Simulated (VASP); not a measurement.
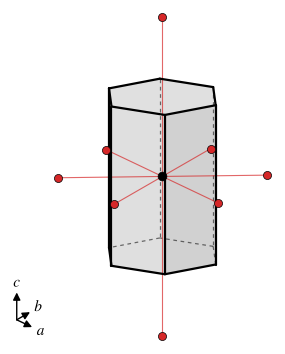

For ZnO, an entry of the Crystallography Open Database, as set up for an electronic-structure calculation: the Wigner–Seitz cell of the crystal's lattice, with lines to the lattice points that define its faces. All values are computed from the atomic coordinates in the standard setting (tolerance 0.002 Å).

a = 3.249 Å, b = 3.249 Å, c = 5.206 Å, α = 90.00°, β = 90.00°, γ = 120.00°; space group P6₃mc (No. 186).

### Which of Fedorov's five parallelohedra is it?

A hexagonal prism: 8 faces (6 with 4 edges, 2 with 6 edges), 18 edges, 12 vertices. Its volume is that of the primitive cell, 47.6 Å³.

### Which lattice vectors do the faces bisect?

```json
{"example": "a + b", "length (Å)": "3.25", "faces": "6", "edges of each": "4", "area (Å²)": "9.8"}
{"example": "c", "length (Å)": "5.21", "faces": "2", "edges of each": "6", "area (Å²)": "9.1"}
```
